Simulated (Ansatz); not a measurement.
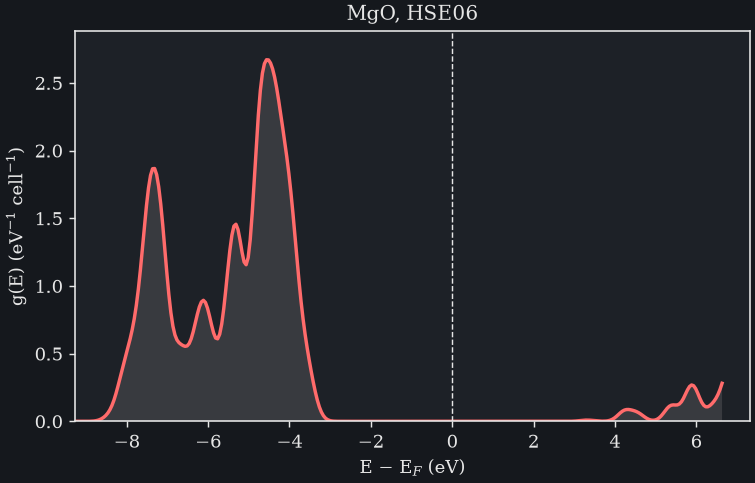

Density of states of MgO, space group R-3m (No. 166), 2 atoms in the cell, rocksalt type, shear (111) strain −1.5%. Level of theory: DFT, HSE06, plane waves, PAW, no spin polarisation, 8×8×8 k mesh, 420 eV cutoff; code Ansatz 0.2.0. Energies are counted from the Fermi level, put mid-gap where there is a gap. The curve is built from the levels of the k mesh with Gaussians 0.4 eV wide, which also blur the band edges.

There is a gap; over the k points computed it is 6.63 eV (direct among those points). The upper group of valence states starts about 5.1 eV under the valence-band top (which lies at −3.3 eV on this axis), with a gap beneath it; it holds about 6 electrons a cell. Within the window shown, the tallest peak of the filled states lies 1.2 eV under the valence-band top, at about 2.7 states per eV and cell.
